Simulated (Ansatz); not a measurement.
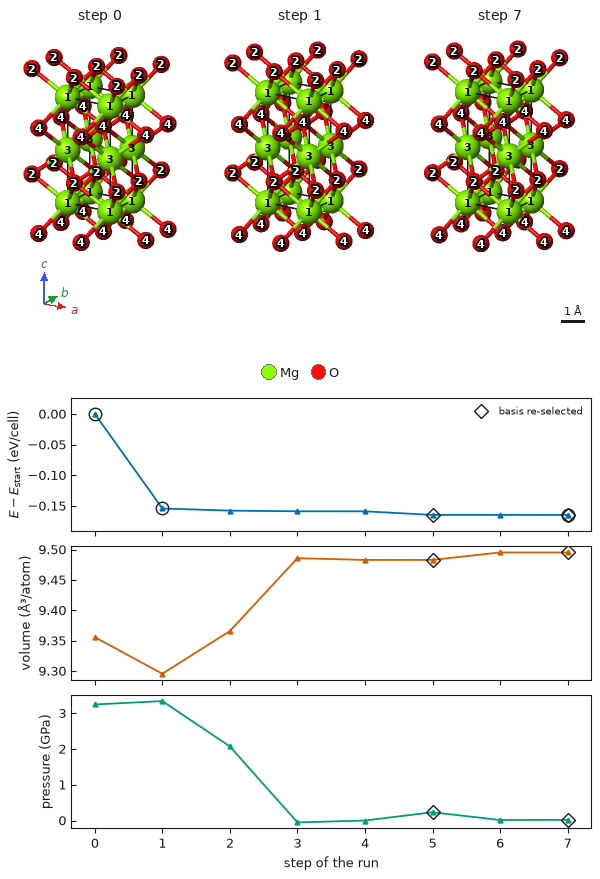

Frames of a relaxation of crystalline MgO (a generated structure, set up in P6_3/mmc), marked on the history of the run. A ball-and-stick model of the cell of the calculation, seen slightly off an axis.

Case: stacking AA.

Computed with DFT PBEsol, scalar-relativistic, plane waves, PAW in Ansatz. Settings: plane-wave cutoff 420 eV; k-point mesh 12 × 12 × 6; occupations gaussian; smearing width 0.02 eV; no spin polarisation; cell and atoms relaxed; force threshold 0.01 eV/Å; at most 45 steps.

What happens along the run?

Answer. The energy falls by 0.165 eV per cell of the calculation in 5 accepted moves (7 points after the start). All forces vanish by symmetry, so only the cell relaxes. Pressure: 3.24 GPa at the start and 0.02 GPa at the end. The SCF was repeated twice at an unchanged geometry on a basis and grid sized afresh for the cell, which shifted the energy by 5.9 meV per cell of the calculation at most. No atom moves by more than 0.005 Å relative to the cell. The drawn cell changes as follows: a = b 2.980 → 2.929 Å (−1.7 %), c 4.866 → 5.112 Å (+5.1 %); the volume changes by +1.5 %. Near-neighbour distances that change, for instance: Mg1–Mg3 2.433 → 2.556 Å, Mg1–O2 2.107 → 2.120 Å. Bond angles that change, for instance: Mg1–O4–Mg3 70.5° → 74.2°, Mg1–O4–Mg1 90.0° → 87.4°, O2–Mg1–O4 90.0° → 92.6°. The space group stays P6_3/mmc (No. 194). From step 0 to 1: volume −0.6 %, energy −0.154 eV per cell of the calculation. From step 1 to 7: volume +2.1 %, energy −10.7 meV per cell of the calculation.
